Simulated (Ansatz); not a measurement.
**Mending a single-point calculation on TaN**

System: TaN (Fm-3m, 2 atoms in the cell).
Method of run A: DFT, PBE, all-electron LAPW, scalar-relativistic (Ansatz 0.2.0).

The structure derives from an entry of the Crystallography Open Database. Text and figures count atoms from 1; the logs count them from 0 in places.

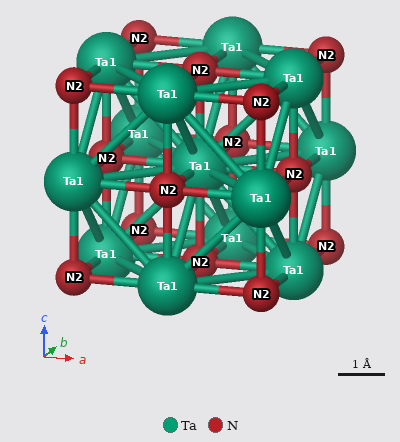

Fig. 1: The structure (ball-and-stick view of the cell 4 times as large as that of the calculation, set on its symmetry axes, seen slightly off an axis; atoms are numbered from 1 in the order of the input).

## Input, run A
```yaml
crystal:
  lattice:
    - [0.0, 2.179, 2.179]
    - [2.179, 0.0, 2.179]
    - [2.179, 2.179, 0.0]
  atoms:
    - { symbol: Ta, position: [0.5, 0.5, 0.5] }
    - { symbol: "N", position: [0.0, 0.0, 0.0] }
kpoints:
  mp_grid: { grid: [9, 9, 9] }
scf:
  occupations: { method: fermi_dirac, width: 0.02 }
hamiltonian:
  xc: pbe
  pseudopotentials:
    kind: all_electron
    lapw: { basis_error: 0.0005, muffin_tin_radii: { Ta: 1.22, "N": 1.22 } }
output:
  forces: true
  stress: true
  eigenvalues: true
```

Hardware: 1 CPU thread, shared host.

## Output (run A)
```
Error: `kind: all_electron` solves this crystal on LAPW (the input types lapw, or this build lists no dataset of some species for it), and no LAPW basis is found for it: the given muffin-tin radii of N and Ta, or the smallest supported ones, add up to 2.440 Å, and 2.179 Å are free between these atoms; give smaller radii, or leave one out; where each species has a listed dataset, leave lapw and dirac_shells out and run without spin–orbit coupling, or set another kind (and leave the keys of all_electron out)
```

What went wrong, and how is the input to be mended?

The program refused the input: “`kind: all_electron` solves this crystal on LAPW (the input types lapw, or this build lists no dataset of some species for it), and no LAPW basis is found for it: the given muffin-tin radii of N and Ta, or the smallest supported ones, add up to 2.440 Å, and 2.179 Å are free between these atoms; give smaller radii, or leave one out …”

A run of the same system that converges differs from this input as follows (lines with − go, lines with + come):
```diff
-    lapw: { basis_error: 0.0005, muffin_tin_radii: { Ta: 1.22, "N": 1.22 } }
+    lapw: { basis_error: 0.0005, muffin_tin_radii: { Ta: 0.654, "N": 0.654 } }
```

## Output, shortened to warnings, some set-up lines, iterations and results (run B)
```
Basis set: ecut = 1878.5472095228536 eV, 3839 PW (Γ), exchange–correlation at level 2
Symmetry: 48 space group operations
k-points: 35 of 729
Initial density: superposition of atomic densities (chi_scale 0.1, normalization cell, long waves kept (reshape's long-wave potential 0.00 eV rms))
[...]
SCF iter   1: F=—  HF=-426062.650308 eV  |F-HF|=—  |Δ(HF+E_count)|=         —  Δρ=1.55e-1  dr2=6.11e0  ethr=8.99e-3  ⟨swp⟩=2.0  Hψ=8811  notcnv=0
SCF iter   2: F=—  HF=-426061.732817 eV  |F-HF|=—  |Δ(HF+E_count)|=   9.17e-1  Δρ=1.18e-1  dr2=2.84e0  ethr=8.99e-3  ⟨swp⟩=3.0  Hψ=4217  notcnv=0
SCF iter   3: F=—  HF=-426060.865440 eV  |F-HF|=—  |Δ(HF+E_count)|=   8.67e-1  Δρ=1.83e-2  dr2=3.91e-2  ethr=5.75e-5  ⟨swp⟩=2.0  Hψ=7175  notcnv=0  defer=1
SCF iter   4: F=—  HF=-426060.862996 eV  |F-HF|=—  |Δ(HF+E_count)|=         —  Δρ=7.27e-3  dr2=8.04e-3  ethr=5.74e-5  ⟨swp⟩=3.0  Hψ=4288  notcnv=0
SCF iter   5: F=—  HF=-426060.858504 eV  |F-HF|=—  |Δ(HF+E_count)|=   4.49e-3  Δρ=3.19e-3  dr2=2.93e-3  ethr=1.18e-5  ⟨swp⟩=3.0  Hψ=4233  notcnv=0
SCF iter   6: F=—  HF=-426060.857559 eV  |F-HF|=—  |Δ(HF+E_count)|=   9.45e-4  Δρ=5.09e-4  dr2=4.31e-5  ethr=4.31e-6  ⟨swp⟩=3.0  Hψ=4226  notcnv=0
SCF iter   7: F=—  HF=-426060.857540 eV  |F-HF|=—  |Δ(HF+E_count)|=   1.91e-5  Δρ=7.14e-5  dr2=2.97e-7  ethr=6.34e-8  ⟨swp⟩=3.0  Hψ=3983  notcnv=0
SCF iter   8: F=-426060.857540 eV  HF=-426060.857540 eV  |F-HF|=1.16e-9  |Δ(HF+E_count)|=   2.20e-7  Δρ=6.20e-6  dr2=2.29e-9  ethr=4.37e-10  ⟨swp⟩=3.0  Hψ=4032  notcnv=0
SCF 1 converged in 8 iterations: F = -426060.857540 eV  dr2 = 2.29e-9
SCF converged after 8 iterations
Free energy (F): -426060.857540 eV
Harris-Foulkes:  -426060.857540 eV  (|F-HF|=1.16e-9)
Internal energy: -426060.856472 eV  (E = F + TS)
E sigma→0 (E₀):  -426060.857006 eV
Entropy (-TS):   -0.001068 eV (-0.534 meV/atom)
Fermi energy:    27.681244 eV
--- Per-component energies (eV) ---
  E_band       = -35773.830081
  E_kinetic    = 475427.216383
  E_xc         = -8813.715639
  E_electrostatic = -892674.357216  (all electrons and nuclei)
  E_smearing   = -0.001068  (= −TS)
  E_closure    = 0.000000  (closes the sum)
  E_atoms      = -426041.112071  (free atoms, spherical and without spin; not in F)
  Σ components = -426060.857540   (vs F -426060.857540, Δ=0.00e0)
  Basis errors (estimates in eV, not in F): energy 1.5e-4 per atom: plane waves 1.3e-4 (8.0e-5 summed), levels above the bands 3.5e-277, relativity 8.1e-7, radial functions 2.0e-5, core shells 6.7e-8; eigenvalues (radial functions only) 8.9e-6; not estimated: angular momenta, meshes, grids; target …
--- Forces (eV/Å), atoms counted from 1 ---
  atom   1  Ta     0.00000000    -0.00000000    -0.00000000
  atom   2  N     -0.00000000    -0.00000000    -0.00000000
  max |Σ_I F_I| component: 7.63e-30 eV/Å
--- Stress (GPa, compression-positive) ---
       14.514821      -0.000000       0.000000
       -0.000000      14.514821      -0.000000
        0.000000      -0.000000      14.514821
  P = ⅓ Tr σ = 14.5148 GPa (145.148 kbar)
```

## The two runs side by side

```csv
quantity,run A,run B
outcome,refused,converged
free energy per atom (eV),–,−213030.4288
pressure (GPa),–,14.51
volume per atom (Å³),–,10.35
largest force (eV/Å),–,0.000
SCF iterations,–,8
irreducible k-points,–,35
plane waves at Γ,–,3839
```

Notes on run B: Spin–orbit coupling is left out, which matters for Ta. The cell is under a pressure of 14.5 GPa at this level, so it is not at its equilibrium volume.
